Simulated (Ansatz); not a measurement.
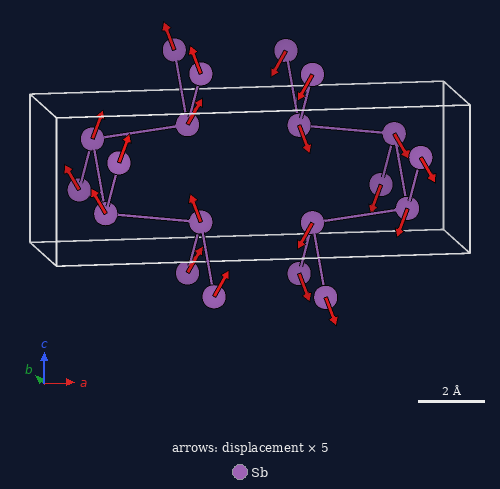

This is a relaxation of solid Sb (a generated structure, set up in Pnma). The starting structure is drawn; red arrows show the displacements (the part carried along by the change of the cell is left out), magnified 5 times.

A ball-and-stick model of the cell of the calculation, seen slightly off an axis.

Theory: DFT PBE, scalar-relativistic, plane waves, PAW in Ansatz 0.2.0.

Input file:
```yaml
crystal:
  lattice:
    - [12.8174309141, 0.0, 0.0]
    - [0.0, 4.4037479927, 0.0]
    - [0.0, 0.0, 4.5837923796]
  atoms:
    - { symbol: Sb, position: [0.135052326, 0.25, 0.3022202393] }
    - { symbol: Sb, position: [0.364947674, 0.75, 0.8022202393] }
    - { symbol: Sb, position: [0.635052326, 0.25, 0.1977797607] }
    - { symbol: Sb, position: [0.864947674, 0.75, 0.6977797607] }
    - { symbol: Sb, position: [0.1349428667, 0.75, 0.7254086979] }
    - { symbol: Sb, position: [0.3650571333, 0.25, 0.2254086979] }
    - { symbol: Sb, position: [0.6349428667, 0.75, 0.7745913021] }
    - { symbol: Sb, position: [0.8650571333, 0.25, 0.2745913021] }
basis:
  ecutwfc: 420
kpoints:
  mp_grid: { grid: [4, 8, 8] }
hamiltonian:
  xc: pbe
scf:
  occupations: { method: gaussian, width: 0.02 }
output:
  forces: true
  stress: true
  eigenvalues: true
relax:
  adjacent_minimum: "off"
  f_tol: 0.01
  max_steps: 80
  cell: { stress_tol: 0.05 }
```

Launched with:
```bash
ansatz run input.yaml --threads 1 --pin off --max-ram 2560MiB --backend cpu --events-out ev --progress --plain --runs-dir out
```

What did the optimiser do to the structure, and how much energy did it gain?

The energy falls by 32.3 meV per cell of the calculation in 10 accepted moves (11 points after the start). Largest force component: 0.1 eV/Å at the start, 0.001 eV/Å at the end. The pressure goes from 0.03 to 0.02 GPa. At 1 point the geometry stayed and the basis and grid were re-selected for the new cell (energy shift of 0.5 meV per cell of the calculation at most each time). The largest moves relative to the cell, 0.19 Å, are those of Sb5, Sb6, Sb7 and Sb8. Sb8 goes in a general direction near −c. The volume changes by −1.0 %, with a 12.817 → 12.731 Å (−0.7 %), b 4.404 → 4.350 Å (−1.2 %), c 4.584 → 4.624 Å (+0.9 %). Near-neighbour distances that change, for instance: Sb1–Sb5 2.934 → 2.941 Å, Sb1–Sb6 2.969 → 2.974 Å. Among the angles between lasting bonds that change: Sb7–Sb4–Sb8 94.5° → 91.2°, Sb3–Sb8–Sb4 94.5° → 97.5°. The space group stays Pnma (No. 62). Cost: 19 min on 1 thread of Arm Neoverse V1, with other jobs on the host, peak memory 1.1 GiB.
